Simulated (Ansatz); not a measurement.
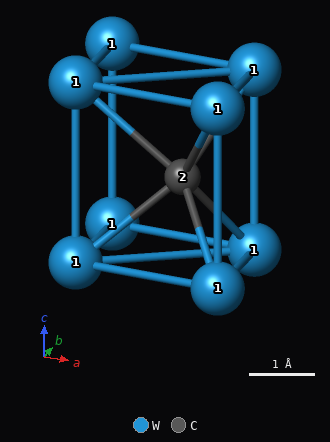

Fig. 1: The structure as given in the input (ball-and-stick view of the cell of the calculation, seen slightly off an axis; atoms are numbered from 1 in the order of the input). Near neighbours in the crystal (not all of them lie inside the picture): W has 6 C at 2.20 Å and 8 W at 2.84 to 2.91 Å; C has 6 W at 2.20 Å.

## WC: geometry relaxation (part 1 of 2)

WC (2 atoms in the cell), computed with DFT PBE, scalar-relativistic, plane waves, PAW, no spin polarisation (Ansatz 0.2.0).

The structure derives from an entry of the Crystallography Open Database. It belongs to a series of runs on one base structure; here: elastic constants, atoms relaxed. Figures and captions count atoms from 1; the log counts them from 0 in places.

Log:
```
band count auto-derived: 14 (N_el = 18.0; filled up to band 9; 13 by the electrons, moments and atoms)
Engine: ansatz 0.2.0, x86_64-unknown-linux-gnu
Pseudopotentials: kind: paw
Pseudopotential: W, paw, valence charge 14, recommended cutoff 420 eV (normal), W.paw.azcp
Pseudopotential: C, paw, valence charge 4, recommended cutoff 420 eV (normal), C.paw.azcp
Functional definition: PBE
  parameter kappa = 0.804
  parameter beta = 0.06672455060314922
  exchange = pbe_x(kappa = kappa, mu = beta*pi^2/3)
  correlation = pbe_c(beta = beta)
Crystal: 2 atoms, lattice volume = 20.893 Å³
Basis set: ecut = 420 eV, 405 PW (Γ), exchange–correlation on 40×40×40 points (8 copies of the dense FFT grid, shifted against one another)
Bands: 14, of which v1, the nominal top of the filled ones, is band 9 counted from 1 (8 counted from 0)
Symmetry: 12 space group operations
Space group: P-6m2 (ITA 187), of the structure as read, at distance tolerance 2.8e-5 Å
k-points: 296 of 4536 (time reversal used)
Non-local potential: W, projectors of the file, l = 0: 3, l = 1: 2, l = 2: 2, l = 3: 1
Non-local potential: C, projectors of the file, l = 0: 2, l = 1: 2, l = 2: 1
PAW form: soft (Blöchl's): semilocal exchange-correlation on the pseudo side does not see the compensation charge
PAW one-centre angular grid: W, 590 points (default); XC on 64 Gauss nodes
PAW one-centre angular grid: C, 110 points (default); XC on 64 Gauss nodes
Initial density: superposition of atomic densities (neutral atoms: chi_scale 0, normalization atom), corrected by the library's trained network
Initial wavefunctions: pseudopotential atomic-orbital guess
Functional: x = pbe(κ = 0.804, μ = 0.2195149727645171), c = pbe(β = 0.06672455060314922)
SCF iter   1: F=—  HF=-10636.065809 eV  |F-HF|=—  |Δ(HF+E_count)|=         —  Δρ=7.09e-3  dr2=2.47e-3  ethr=1.77e-3  ⟨swp⟩=5.0  Hψ=20005  notcnv=0
preconditioner: auto → none  [metal: Δε(μ)=0.043 eV  Ē_g=11.200 eV  σ=0.150 eV  W_gap=0.07  n_scr=8 (ndim 8)  ℏωp=25.7 eV  f_vac=0.000  D(μ)=0.30/eV (n_scr^D=0)  sad-step TF]
SCF iter   2: F=—  HF=-10636.068090 eV  |F-HF|=—  |Δ(HF+E_count)|=   2.28e-3  Δρ=4.10e-3  dr2=8.66e-4  ethr=1.37e-5  ⟨swp⟩=1.8  Hψ=7342  notcnv=0
SCF iter   3: F=—  HF=-10636.069121 eV  |F-HF|=—  |Δ(HF+E_count)|=   1.03e-3  Δρ=3.11e-4  dr2=1.51e-5  ethr=4.81e-6  ⟨swp⟩=2.3  Hψ=6056  notcnv=0
SCF iter   4: F=—  HF=-10636.069114 eV  |F-HF|=—  |Δ(HF+E_count)|=   6.60e-6  Δρ=9.73e-5  dr2=8.00e-7  ethr=8.38e-8  ⟨swp⟩=2.1  Hψ=6490  notcnv=0
SCF iter   5: F=—  HF=-10636.069115 eV  |F-HF|=—  |Δ(HF+E_count)|=   2.31e-7  Δρ=1.42e-5  dr2=2.91e-8  ethr=4.45e-9  ⟨swp⟩=2.0  Hψ=6499  notcnv=0
SCF iter   6: F=—  HF=-10636.069115 eV  |F-HF|=—  |Δ(HF+E_count)|=   9.49e-9  Δρ=2.64e-6  dr2=1.06e-9  ethr=1.62e-10  ⟨swp⟩=2.1  Hψ=6271  notcnv=0
SCF iter   7: F=—  HF=-10636.069115 eV  |F-HF|=—  |Δ(HF+E_count)|=  2.95e-10  Δρ=7.81e-7  dr2=8.68e-11  ethr=5.88e-12  ⟨swp⟩=2.7  Hψ=6844  notcnv=0
SCF iter   8: F=—  HF=-10636.069115 eV  |F-HF|=—  |Δ(HF+E_count)|=  3.46e-11  Δρ=1.01e-7  dr2=1.39e-12  ethr=4.82e-13 (applied; sched 1.00e-12)  ⟨swp⟩=2.3  Hψ=6313  notcnv=0
SCF iter   9: F=-10636.069115 eV  HF=-10636.069115 eV  |F-HF|=3.64e-12  |Δ(HF+E_count)|=  5.46e-12  Δρ=3.59e-9  dr2=8.04e-16  ethr=1.00e-12  ⟨swp⟩=5.2  Hψ=14746  notcnv=0
SCF 1 converged in 9 iterations: F = -10636.069115 eV  dr2 = 8.04e-16
  greatest PAW one-centre occupation: 1.000 electrons in one spin orbital (limit 2), on the W atom at site 0 (counted from 0), in its partial waves of l = 0
Crystal: 2 atoms, lattice volume = 20.684 Å³
Symmetry: 4 space group operations
k-points: 728 of 4536 (time reversal used)
Initial density: handed on by an earlier stage of this run
Initial wavefunctions: pseudopotential atomic-orbital guess (no wavefunctions were taken with the density)
iter 1 solved again at ethr=3.31e-4 eV; its pass at ethr=3.10e-3 eV (dr2=5.95e-2 eV) is discarded
SCF iter   1: F=—  HF=-10636.086555 eV  |F-HF|=—  |Δ(HF+E_count)|=         —  Δρ=1.84e-2  dr2=5.88e-2  ethr=3.31e-4  ⟨swp⟩=1.0  Hψ=64252  notcnv=0
preconditioner: auto → none  [metal: Δε(μ)=0.006 eV  Ē_g=11.360 eV  σ=0.150 eV  W_gap=0.01  n_scr=8 (ndim 8)  ℏωp=25.8 eV  f_vac=0.000  D(μ)=0.28/eV (n_scr^D=0)]
SCF iter   2: F=—  HF=-10636.061699 eV  |F-HF|=—  |Δ(HF+E_count)|=   2.49e-2  Δρ=5.04e-3  dr2=3.48e-3  ethr=3.27e-4  ⟨swp⟩=3.0  Hψ=19351  notcnv=0
SCF iter   3: F=—  HF=-10636.060337 eV  |F-HF|=—  |Δ(HF+E_count)|=   1.36e-3  Δρ=7.15e-4  dr2=4.01e-5  ethr=1.93e-5  ⟨swp⟩=2.0  Hψ=15311  notcnv=0
SCF iter   4: F=—  HF=-10636.060345 eV  |F-HF|=—  |Δ(HF+E_count)|=   7.98e-6  Δρ=9.06e-5  dr2=7.64e-7  ethr=2.23e-7  ⟨swp⟩=2.7  Hψ=17147  notcnv=0
SCF iter   5: F=—  HF=-10636.060343 eV  |F-HF|=—  |Δ(HF+E_count)|=   1.36e-6  Δρ=1.54e-5  dr2=2.21e-8  ethr=4.24e-9  ⟨swp⟩=2.9  Hψ=16643  notcnv=0
SCF iter   6: F=—  HF=-10636.060343 eV  |F-HF|=—  |Δ(HF+E_count)|=   5.63e-9  Δρ=2.14e-6  dr2=3.03e-10  ethr=1.23e-10  ⟨swp⟩=2.0  Hψ=15570  notcnv=0
SCF iter   7: F=—  HF=-10636.060343 eV  |F-HF|=—  |Δ(HF+E_count)|=  1.18e-10  Δρ=3.53e-7  dr2=7.38e-12  ethr=1.68e-12  ⟨swp⟩=2.1  Hψ=14433  notcnv=0
SCF iter   8: F=—  HF=-10636.060343 eV  |F-HF|=—  |Δ(HF+E_count)|=    0.00e0  Δρ=4.37e-8  dr2=1.85e-13  ethr=4.10e-14 (applied; sched 1.00e-12)  ⟨swp⟩=2.6  Hψ=16947  notcnv=0
SCF iter   9: F=-10636.060343 eV  HF=-10636.060343 eV  |F-HF|=5.46e-12  |Δ(HF+E_count)|=  3.64e-12  Δρ=4.93e-9  dr2=1.82e-15  ethr=1.00e-12  ⟨swp⟩=4.2  Hψ=30183  notcnv=0
SCF 2 converged in 9 iterations: F = -10636.060343 eV  dr2 = 1.82e-15
relax step   1: F+E_penalty+E_count = -10636.06034343 eV  Δ(F+E_penalty+E_count) = +0.000e0 eV  max|allowed force component| = 5.337e-2 eV/Å  Δτ_max = 0.0000 Å  (9 SCF iters, accepted)
Initial wavefunctions: those handed on with the density
iter 1 solved again at ethr=1.06e-7 eV; its pass at ethr=3.10e-3 eV (dr2=1.90e-5 eV) is discarded
SCF iter   1: F=—  HF=-10636.060441 eV  |F-HF|=—  |Δ(HF+E_count)|=         —  Δρ=3.34e-4  dr2=1.92e-5  ethr=1.06e-7  ⟨swp⟩=1.0  Hψ=50523  notcnv=0
preconditioner: auto → none  [metal: Δε(μ)=0.003 eV  Ē_g=11.305 eV  σ=0.150 eV  W_gap=0.00  n_scr=8 (ndim 8)  ℏωp=25.8 eV  f_vac=0.000  D(μ)=0.29/eV (n_scr^D=0)]
SCF iter   2: F=—  HF=-10636.060431 eV  |F-HF|=—  |Δ(HF+E_count)|=   9.35e-6  Δρ=1.01e-4  dr2=1.08e-6  ethr=1.06e-7  ⟨swp⟩=2.1  Hψ=12479  notcnv=0
SCF iter   3: F=—  HF=-10636.060430 eV  |F-HF|=—  |Δ(HF+E_count)|=   1.11e-6  Δρ=2.64e-5  dr2=4.10e-8  ethr=6.01e-9  ⟨swp⟩=2.2  Hψ=12602  notcnv=0
SCF iter   4: F=—  HF=-10636.060430 eV  |F-HF|=—  |Δ(HF+E_count)|=   8.07e-9  Δρ=2.70e-6  dr2=6.46e-10  ethr=2.28e-10  ⟨swp⟩=1.7  Hψ=11616  notcnv=0
SCF iter   5: F=—  HF=-10636.060430 eV  |F-HF|=—  |Δ(HF+E_count)|=  5.46e-11  Δρ=4.13e-7  dr2=1.11e-11  ethr=3.59e-12  ⟨swp⟩=2.4  Hψ=15601  notcnv=0
SCF iter   6: F=—  HF=-10636.060430 eV  |F-HF|=—  |Δ(HF+E_count)|=  5.46e-12  Δρ=7.74e-8  dr2=2.91e-13  ethr=6.16e-14 (applied; sched 1.00e-12)  ⟨swp⟩=2.6  Hψ=16406  notcnv=0  defer=53
SCF iter   7: F=-10636.060430 eV  HF=-10636.060430 eV  |F-HF|=3.64e-12  |Δ(HF+E_count)|=  5.46e-12  Δρ=4.12e-9  dr2=1.37e-15  ethr=1.00e-12  ⟨swp⟩=4.2  Hψ=30459  notcnv=0
SCF 3 converged in 7 iterations: F = -10636.060430 eV  dr2 = 1.37e-15
relax step   2: F+E_penalty+E_count = -10636.06043012 eV  Δ(F+E_penalty+E_count) = -8.670e-5 eV  max|allowed force component| = 1.061e-2 eV/Å  Δτ_max = 0.0014 Å  (7 SCF iters, accepted)
[... from here on the SCF iterations and repeated set-up lines of each step are left out, up to the last step ...]
SCF 4 converged in 6 iterations: F = -10636.060434 eV  dr2 = 1.45e-14
relax step   3: F+E_penalty+E_count = -10636.06043368 eV  Δ(F+E_penalty+E_count) = -3.561e-6 eV  max|allowed force component| = 2.470e-5 eV/Å  Δτ_max = 0.0003 Å  (6 SCF iters, accepted)
SCF 5 converged in 9 iterations: F = -10636.060434 eV  dr2 = 5.45e-16
SCF 6 converged in 8 iterations: F = -10636.065964 eV  dr2 = 5.70e-14
relax step   1: F+E_penalty+E_count = -10636.06596434 eV  Δ(F+E_penalty+E_count) = +0.000e0 eV  max|allowed force component| = 2.601e-2 eV/Å  Δτ_max = 0.0000 Å  (8 SCF iters, accepted)
SCF 7 converged in 7 iterations: F = -10636.065986 eV  dr2 = 4.48e-16
relax step   2: F+E_penalty+E_count = -10636.06598598 eV  Δ(F+E_penalty+E_count) = -2.164e-5 eV  max|allowed force component| = 3.043e-4 eV/Å  Δτ_max = 0.0008 Å  (7 SCF iters, accepted)
SCF 8 converged in 8 iterations: F = -10636.065986 eV  dr2 = 5.39e-20
relax step   3: F+E_penalty+E_count = -10636.06598598 eV  Δ(F+E_penalty+E_count) = -2.956e-9 eV  max|allowed force component| = 3.286e-7 eV/Å  Δτ_max = 0.0000 Å  (8 SCF iters, accepted)
SCF 9 converged in 11 iterations: F = -10636.065986 eV  dr2 = 1.96e-19
SCF 10 converged in 8 iterations: F = -10636.069886 eV  dr2 = 3.19e-14
relax step   1: F+E_penalty+E_count = -10636.06988590 eV  Δ(F+E_penalty+E_count) = +0.000e0 eV  max|allowed force component| = 2.468e-2 eV/Å  Δτ_max = 0.0000 Å  (8 SCF iters, accepted)
SCF 11 converged in 6 iterations: F = -10636.069906 eV  dr2 = 9.19e-14
relax step   2: F+E_penalty+E_count = -10636.06990573 eV  Δ(F+E_penalty+E_count) = -1.984e-5 eV  max|allowed force component| = 4.926e-4 eV/Å  Δτ_max = 0.0008 Å  (6 SCF iters, accepted)
SCF 12 converged in 9 iterations: F = -10636.069906 eV  dr2 = 4.47e-21
relax step   3: F+E_penalty+E_count = -10636.06990574 eV  Δ(F+E_penalty+E_count) = -7.916e-9 eV  max|allowed force component| = 5.679e-7 eV/Å  Δτ_max = 0.0000 Å  (9 SCF iters, accepted)
SCF 13 converged in 11 iterations: F = -10636.069906 eV  dr2 = 2.31e-19
SCF 14 converged in 9 iterations: F = -10636.068362 eV  dr2 = 1.64e-15
relax step   1: F+E_penalty+E_count = -10636.06836192 eV  Δ(F+E_penalty+E_count) = +0.000e0 eV  max|allowed force component| = 4.801e-2 eV/Å  Δτ_max = 0.0000 Å  (9 SCF iters, accepted)
SCF 15 converged in 7 iterations: F = -10636.068438 eV  dr2 = 1.29e-15
relax step   2: F+E_penalty+E_count = -10636.06843767 eV  Δ(F+E_penalty+E_count) = -7.575e-5 eV  max|allowed force component| = 3.843e-4 eV/Å  Δτ_max = 0.0016 Å  (7 SCF iters, accepted)
SCF 16 converged in 9 iterations: F = -10636.068438 eV  dr2 = 4.81e-21
relax step   3: F+E_penalty+E_count = -10636.06843767 eV  Δ(F+E_penalty+E_count) = -4.875e-9 eV  max|allowed force component| = 8.475e-7 eV/Å  Δτ_max = 0.0000 Å  (9 SCF iters, accepted)
SCF 17 converged in 11 iterations: F = -10636.068438 eV  dr2 = 2.86e-19
SCF 18 converged in 8 iterations: F = -10636.058811 eV  dr2 = 8.13e-15
SCF 19 converged in 6 iterations: F = -10636.066851 eV  dr2 = 5.04e-15
SCF 20 converged in 4 iterations: F = -10636.069507 eV  dr2 = 5.94e-14
SCF 21 converged in 3 iterations: F = -10636.065581 eV  dr2 = 5.10e-14
SCF 22 converged in 8 iterations: F = -10636.067115 eV  dr2 = 8.97e-14
relax step   1: F+E_penalty+E_count = -10636.06711503 eV  Δ(F+E_penalty+E_count) = +0.000e0 eV  max|allowed force component| = 2.917e-3 eV/Å  Δτ_max = 0.0000 Å  (8 SCF iters, accepted)
SCF 23 converged in 9 iterations: F = -10636.067115 eV  dr2 = 8.25e-20
relax step   2: F+E_penalty+E_count = -10636.06711530 eV  Δ(F+E_penalty+E_count) = -2.642e-7 eV  max|allowed force component| = 5.765e-4 eV/Å  Δτ_max = 0.0001 Å  (9 SCF iters, accepted)
SCF 24 converged in 9 iterations: F = -10636.067115 eV  dr2 = 9.21e-20
relax step   3: F+E_penalty+E_count = -10636.06711531 eV  Δ(F+E_penalty+E_count) = -1.092e-8 eV  max|allowed force component| = 1.886e-5 eV/Å  Δτ_max = 0.0000 Å  (9 SCF iters, accepted)
SCF 25 converged in 11 iterations: F = -10636.067115 eV  dr2 = 1.79e-19
SCF 26 converged in 8 iterations: F = -10636.068614 eV  dr2 = 1.13e-14
relax step   1: F+E_penalty+E_count = -10636.06861408 eV  Δ(F+E_penalty+E_count) = +0.000e0 eV  max|allowed force component| = 7.291e-4 eV/Å  Δτ_max = 0.0000 Å  (8 SCF iters, accepted)
SCF 27 converged in 9 iterations: F = -10636.068614 eV  dr2 = 1.10e-19
relax step   2: F+E_penalty+E_count = -10636.06861409 eV  Δ(F+E_penalty+E_count) = -1.713e-8 eV  max|allowed force component| = 2.790e-5 eV/Å  Δτ_max = 0.0000 Å  (9 SCF iters, accepted)
SCF 28 converged in 11 iterations: F = -10636.068614 eV  dr2 = 1.74e-19
SCF 29 converged in 8 iterations: F = -10636.068614 eV  dr2 = 1.21e-14
relax step   1: F+E_penalty+E_count = -10636.06861408 eV  Δ(F+E_penalty+E_count) = +0.000e0 eV  max|allowed force component| = 7.291e-4 eV/Å  Δτ_max = 0.0000 Å  (8 SCF iters, accepted)
SCF 30 converged in 9 iterations: F = -10636.068614 eV  dr2 = 9.93e-21
relax step   2: F+E_penalty+E_count = -10636.06861409 eV  Δ(F+E_penalty+E_count) = -1.650e-8 eV  max|allowed force component| = 1.438e-4 eV/Å  Δτ_max = 0.0000 Å  (9 SCF iters, accepted)
SCF 31 converged in 8 iterations: F = -10636.068614 eV  dr2 = 2.13e-19
relax step   3: F+E_penalty+E_count = -10636.06861409 eV  Δ(F+E_penalty+E_count) = -6.676e-10 eV  max|allowed force component| = 1.923e-6 eV/Å  Δτ_max = 0.0000 Å  (8 SCF iters, accepted)
SCF 32 converged in 11 iterations: F = -10636.068614 eV  dr2 = 1.77e-19
SCF 33 converged in 8 iterations: F = -10636.067115 eV  dr2 = 9.12e-14
relax step   1: F+E_penalty+E_count = -10636.06711503 eV  Δ(F+E_penalty+E_count) = +0.000e0 eV  max|allowed force component| = 2.917e-3 eV/Å  Δτ_max = 0.0000 Å  (8 SCF iters, accepted)
SCF 34 converged in 9 iterations: F = -10636.067115 eV  dr2 = 8.36e-20
relax step   2: F+E_penalty+E_count = -10636.06711530 eV  Δ(F+E_penalty+E_count) = -2.642e-7 eV  max|allowed force component| = 5.765e-4 eV/Å  Δτ_max = 0.0001 Å  (9 SCF iters, accepted)
SCF iter   1: F=—  HF=-10636.067118 eV  |F-HF|=—  |Δ(HF+E_count)|=         —  Δρ=4.61e-6  dr2=3.67e-9  ethr=2.03e-10  ⟨swp⟩=6.3  Hψ=93869  notcnv=0
SCF iter   2: F=—  HF=-10636.067115 eV  |F-HF|=—  |Δ(HF+E_count)|=   2.42e-6  Δρ=1.42e-6  dr2=2.13e-10  ethr=2.04e-11  ⟨swp⟩=2.0  Hψ=34923  notcnv=0
SCF iter   3: F=—  HF=-10636.067115 eV  |F-HF|=—  |Δ(HF+E_count)|=  4.91e-11  Δρ=3.63e-7  dr2=7.76e-12  ethr=1.18e-12  ⟨swp⟩=2.2  Hψ=21281  notcnv=0
SCF iter   4: F=—  HF=-10636.067115 eV  |F-HF|=—  |Δ(HF+E_count)|=    0.00e0  Δρ=5.32e-8  dr2=1.95e-13  ethr=4.31e-14 (applied; sched 1.00e-12)  ⟨swp⟩=1.5  Hψ=18535  notcnv=0
iter 5 did not close the SCF: its close was put off for the readings that it lacked (scf_convergence_deferred on its scf_iter line)
SCF iter   5: F=-10636.067115 eV  HF=-10636.067115 eV  |F-HF|=3.64e-12  |Δ(HF+E_count)|=  3.64e-12  Δρ=8.67e-9  dr2=4.61e-15  ethr=1.08e-15 (applied; sched 1.00e-12)  ⟨swp⟩=2.4  Hψ=25016  notcnv=0  defer=32
iter 6 did not close the SCF: its close was put off for the readings that it lacked (scf_convergence_deferred on its scf_iter line)
SCF iter   6: F=-10636.067115 eV  HF=-10636.067115 eV  |F-HF|=0.00e0  |Δ(HF+E_count)|=  3.64e-12  Δρ=2.09e-9  dr2=3.36e-16  ethr=5.56e-16 (applied; sched 1.00e-12)  ⟨swp⟩=1.0  Hψ=16825  notcnv=0  defer=86
iter 7 did not close the SCF: its close was put off for the readings that it lacked (scf_convergence_deferred on its scf_iter line)
SCF iter   7: F=-10636.067115 eV  HF=-10636.067115 eV  |F-HF|=1.27e-11  |Δ(HF+E_count)|=  7.28e-12  Δρ=4.92e-10  dr2=2.49e-17  ethr=5.56e-16 (applied; sched 1.00e-12)  ⟨swp⟩=1.0  Hψ=16825  notcnv=0  defer=86
iter 8 did not close the SCF: its close was put off for the readings that it lacked (scf_convergence_deferred on its scf_iter line)
SCF iter   8: F=-10636.067115 eV  HF=-10636.067115 eV  |F-HF|=7.28e-12  |Δ(HF+E_count)|=  1.09e-11  Δρ=8.93e-11  dr2=7.71e-19  ethr=5.56e-16 (applied; sched 1.00e-12)  ⟨swp⟩=1.0  Hψ=16825  notcnv=0  defer=86
SCF iter   9: F=-10636.067115 eV  HF=-10636.067115 eV  |F-HF|=0.00e0  |Δ(HF+E_count)|=    0.00e0  Δρ=1.87e-11  dr2=9.22e-20  ethr=1.00e-12  ⟨swp⟩=1.0  Hψ=38569  notcnv=0
SCF 35 converged in 9 iterations: F = -10636.067115 eV  dr2 = 9.22e-20
relax step   3: F+E_penalty+E_count = -10636.06711531 eV  Δ(F+E_penalty+E_count) = -1.091e-8 eV  max|allowed force component| = 1.886e-5 eV/Å  Δτ_max = 0.0000 Å  (9 SCF iters, accepted)
iter 1 solved again at ethr=1.00e-12 eV; its pass at ethr=3.10e-3 eV (dr2=1.06e-11 eV) is discarded
SCF iter   1: F=—  HF=-10636.067118 eV  |F-HF|=—  |Δ(HF+E_count)|=         —  Δρ=4.81e-7  dr2=1.12e-11  ethr=1.00e-12  ⟨swp⟩=2.6  Hψ=95926  notcnv=0
SCF iter   2: F=—  HF=-10636.067115 eV  |F-HF|=—  |Δ(HF+E_count)|=   2.41e-6  Δρ=2.39e-7  dr2=3.31e-12  ethr=6.22e-14 (applied; sched 1.00e-12)  ⟨swp⟩=3.0  Hψ=36288  notcnv=0
SCF iter   3: F=—  HF=-10636.067115 eV  |F-HF|=—  |Δ(HF+E_count)|=  3.64e-12  Δρ=1.59e-7  dr2=1.30e-12  ethr=1.84e-14 (applied; sched 1.00e-12)  ⟨swp⟩=1.0  Hψ=16912  notcnv=0
SCF iter   4: F=—  HF=-10636.067115 eV  |F-HF|=—  |Δ(HF+E_count)|=  5.46e-12  Δρ=1.04e-7  dr2=5.29e-13  ethr=7.22e-15 (applied; sched 1.00e-12)  ⟨swp⟩=1.0  Hψ=16912  notcnv=0
SCF iter   5: F=—  HF=-10636.067115 eV  |F-HF|=—  |Δ(HF+E_count)|=  3.64e-12  Δρ=7.75e-8  dr2=2.90e-13  ethr=2.94e-15 (applied; sched 1.00e-12)  ⟨swp⟩=1.0  Hψ=16912  notcnv=0
SCF iter   6: F=—  HF=-10636.067115 eV  |F-HF|=—  |Δ(HF+E_count)|=  1.82e-12  Δρ=6.03e-8  dr2=1.77e-13  ethr=1.61e-15 (applied; sched 1.00e-12)  ⟨swp⟩=1.0  Hψ=16912  notcnv=0
iter 7 did not close the SCF: its close was put off for the readings that it lacked (scf_convergence_deferred on its scf_iter line)
SCF iter   7: F=-10636.067115 eV  HF=-10636.067115 eV  |F-HF|=3.64e-12  |Δ(HF+E_count)|=    0.00e0  Δρ=3.58e-8  dr2=6.18e-14  ethr=9.81e-16 (applied; sched 1.00e-12)  ⟨swp⟩=1.0  Hψ=16912  notcnv=0
iter 8 did not close the SCF: its close was put off for the readings that it lacked (scf_convergence_deferred on its scf_iter line)
SCF iter   8: F=-10636.067115 eV  HF=-10636.067115 eV  |F-HF|=5.46e-12  |Δ(HF+E_count)|=    0.00e0  Δρ=1.62e-8  dr2=1.27e-14  ethr=5.56e-16 (applied; sched 1.00e-12)  ⟨swp⟩=1.0  Hψ=16912  notcnv=0
iter 9 did not close the SCF: its close was put off for the readings that it lacked (scf_convergence_deferred on its scf_iter line)
SCF iter   9: F=-10636.067115 eV  HF=-10636.067115 eV  |F-HF|=3.64e-12  |Δ(HF+E_count)|=  5.46e-12  Δρ=5.88e-9  dr2=1.68e-15  ethr=5.56e-16 (applied; sched 1.00e-12)  ⟨swp⟩=1.0  Hψ=16912  notcnv=0
iter 10 did not close the SCF: its close was put off for the readings that it lacked (scf_convergence_deferred on its scf_iter line)
SCF iter  10: F=-10636.067115 eV  HF=-10636.067115 eV  |F-HF|=5.46e-12  |Δ(HF+E_count)|=  1.82e-12  Δρ=2.41e-11  dr2=6.78e-20  ethr=5.56e-16 (applied; sched 1.00e-12)  ⟨swp⟩=1.0  Hψ=16912  notcnv=0
SCF iter  11: F=-10636.067115 eV  HF=-10636.067115 eV  |F-HF|=9.09e-12  |Δ(HF+E_count)|=  1.82e-12  Δρ=3.30e-11  dr2=1.81e-19  ethr=1.00e-12  ⟨swp⟩=1.0  Hψ=38656  notcnv=0
SCF 36 converged in 11 iterations: F = -10636.067115 eV  dr2 = 1.81e-19
```

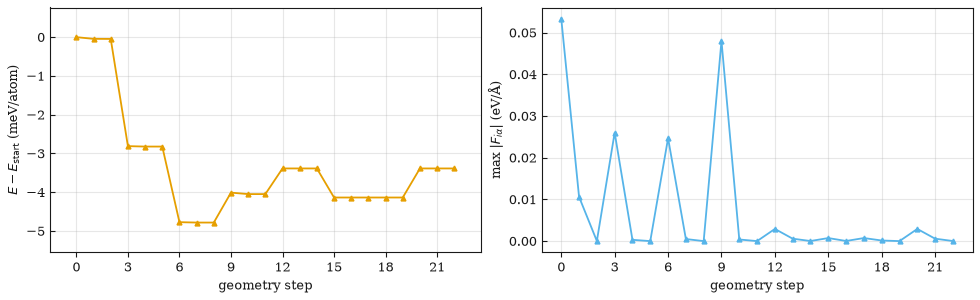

Fig. 2: Progress of the relaxation, step by step (the first geometry is step 0 here and step 1 in the log). The largest moves, 0.008 Å, are those of W1 and C2. Largest moves by element: W 0.008 Å, C 0.008 Å. The cell doesn't change. Among the contacts that change: W1–C2 2.192 → 2.207 Å. The space group (tolerance 0.01 Å) goes from Pm (No. 6) to Amm2 (No. 38). After 22 geometry steps the energy has fallen by 3.4 meV per atom. Largest force component: 0.053 eV/Å at the start, under 0.0001 eV/Å at the end. (Atoms are counted from 1 in the order of the input.)
